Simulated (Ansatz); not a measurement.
# A series of single points on Cs

System: Cs (Im-3m, 1 atom in the cell).
Method: Kohn-Sham DFT of a periodic cell, PBE, Ansatz PAW, no spin polarisation (Ansatz 0.2.0).

The 5 runs differ only in the geometry, by an even scaling of the cell at fixed fractional positions. The structure derives from a Materials Project entry.

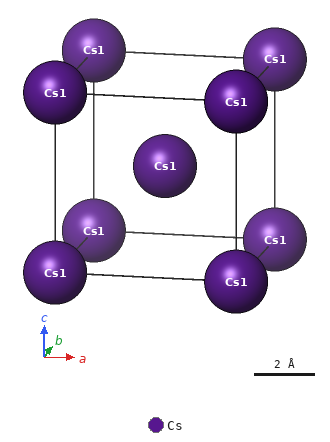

Figure 1. The structure of run 3 (spheres-only view of the cell 2 times as large as that of the calculation, set on its symmetry axes, seen slightly off an axis; atoms are numbered from 1 in the order of the input).

## Input of run 3
```yaml
crystal:
  lattice:
    - [-3.1284650614, 3.1284650614, 3.1284650614]
    - [3.1284650614, -3.1284650614, 3.1284650614]
    - [3.1284650614, 3.1284650614, -3.1284650614]
  atoms:
    - { symbol: Cs, position: [0.0, 0.0, 0.0] }
hamiltonian:
  xc: pbe
  pseudopotentials: { kind: paw }
kpoints:
  mp_grid: { grid: [6, 6, 6] }
scf:
  occupations: { method: fermi_dirac, width: 0.05 }
output:
  forces: true
  stress: true
  eigenvalues: true
```

Command:
```bash
ansatz run input.yaml --threads 1 --pin off --max-ram 2560MiB --backend cpu --events-out ev --progress --plain --runs-dir out
```

Run 2 differs from it as follows:
```diff
-    - [-3.1284650614, 3.1284650614, 3.1284650614]
-    - [3.1284650614, -3.1284650614, 3.1284650614]
-    - [3.1284650614, 3.1284650614, -3.1284650614]
+    - [-3.1074680189, 3.1074680189, 3.1074680189]
+    - [3.1074680189, -3.1074680189, 3.1074680189]
+    - [3.1074680189, 3.1074680189, -3.1074680189]
```

## Results, with one run withheld

```csv
run,volume per atom (Å³),"free energy per atom, from the lowest run given (meV)",pressure (GPa)
1,117.578,0.00,0.00
2,120.027,?,?
3,122.477,1.22,−0.08
4,124.926,2.61,−0.11
5,127.376,4.47,−0.14
```

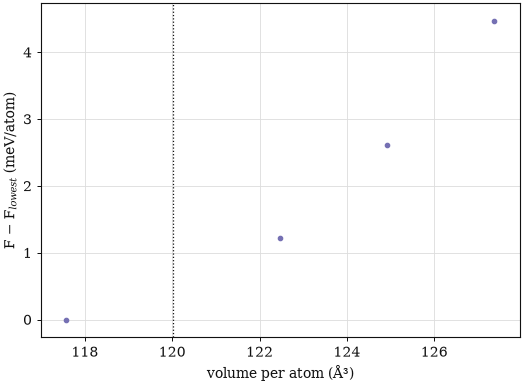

Figure 2. Free energy per atom of the runs given; the dotted line marks run 2.

What should run 2 give?

A quadratic polynomial in V^(−2/3) (the Birch–Murnaghan form), fitted to the 4 runs given, misses them by under 0.01 meV per atom. With x = V^(−2/3) − 0.04043 Å⁻², it reads F = 1.4804 − 2350.1 x + 9.3265e+05 x² (meV per atom). At run 2 it gives 0.33 meV per atom, and the run itself gives 0.33. The slope of the fit gives a pressure −dF/dV of −0.04 GPa there, and the run prints −0.04 GPa. The fit has no minimum inside this range.

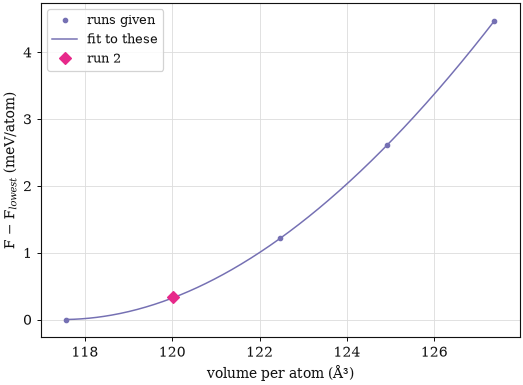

Figure 3. The fit and the withheld run.

## Output, shortened to warnings, some set-up lines, iterations and results (run 2)
```
Basis set: ecut = 420 eV, 2315 PW (Γ), exchange–correlation on 72×72×72 points (8 copies of the dense FFT grid, shifted against one another)
Symmetry: 48 space group operations
k-points: 16 of 216
Initial density: superposition of atomic densities (neutral atoms: chi_scale 0, normalization atom), corrected by the library's trained network
[...]
SCF iter   1: F=—  HF=-5670.759961 eV  |F-HF|=—  |Δ(HF+E_count)|=         —  Δρ=2.76e-4  dr2=7.56e-5  ethr=1.77e-3  ⟨swp⟩=6.0  Hψ=1209  notcnv=0
SCF iter   2: F=—  HF=-5670.760320 eV  |F-HF|=—  |Δ(HF+E_count)|=   3.59e-4  Δρ=1.45e-4  dr2=2.50e-5  ethr=8.39e-7  ⟨swp⟩=2.8  Hψ=368  notcnv=0
SCF iter   3: F=—  HF=-5670.760362 eV  |F-HF|=—  |Δ(HF+E_count)|=   4.16e-5  Δρ=2.43e-5  dr2=1.33e-6  ethr=2.78e-7  ⟨swp⟩=2.2  Hψ=218  notcnv=0
SCF iter   4: F=-5670.760362 eV  HF=-5670.760362 eV  |F-HF|=1.20e-7  |Δ(HF+E_count)|=   1.83e-7  Δρ=8.51e-6  dr2=9.38e-8  ethr=1.48e-8  ⟨swp⟩=2.5  Hψ=210  notcnv=0
SCF iter   5: F=-5670.760362 eV  HF=-5670.760362 eV  |F-HF|=1.52e-8  |Δ(HF+E_count)|=   1.19e-7  Δρ=3.73e-6  dr2=2.09e-8  ethr=1.04e-9  ⟨swp⟩=2.4  Hψ=220  notcnv=0
SCF iter   6: F=-5670.760362 eV  HF=-5670.760362 eV  |F-HF|=4.55e-12  |Δ(HF+E_count)|=   2.01e-8  Δρ=1.08e-7  dr2=1.92e-11  ethr=2.32e-10  ⟨swp⟩=2.7  Hψ=503  notcnv=0
SCF 1 converged in 6 iterations: F = -5670.760362 eV  dr2 = 1.92e-11
SCF converged after 6 iterations
Free energy (F): -5670.760362 eV
Harris-Foulkes:  -5670.760362 eV  (|F-HF|=4.55e-12)
Internal energy: -5670.742267 eV  (E = F + TS)
E sigma→0 (E₀):  -5670.751315 eV
Entropy (-TS):   -0.018094 eV (-18.094 meV/atom)
Fermi energy:    2.056776 eV
--- Per-component energies (eV) ---
  E_band       = -93.920158
  E_kinetic    = 140.675037
  E_local      = -401.597246  (includes V_loc(G=0)·N_el)
  E_nonlocal   = 30.202487
  E_hartree    = 141.034127
  E_xc         = -172.812742
  E_vxc        = -124.455633  (∫ρ·V_xc dr)
  E_paw        = -5066.752291  (= ΣΔE_a)
  E_vpaw       = -20.812972  (= ΣTr[D̂ρ^β])
  E_aug_tail   = -0.000001  (compensation charges beyond the density's cutoff)
  E_ewald      = -341.491639
  E_smearing   = -0.018094  (= −TS)
  E_closure    = 0.000000  (closes the sum)
  Σ components = -5670.760362   (vs F -5670.760362, Δ=0.00e0)
--- Forces (eV/Å), atoms counted from 1 ---
  atom   1  Cs     0.00000000    -0.00000000     0.00000000
  max |Σ_I F_I| component: 1.25e-31 eV/Å
--- Stress (GPa, compression-positive) ---
       -0.040382      -0.000000       0.000000
        0.000000      -0.040382      -0.000000
        0.000000      -0.000000      -0.040382
  P = ⅓ Tr σ = -0.0404 GPa (-0.404 kbar)
```
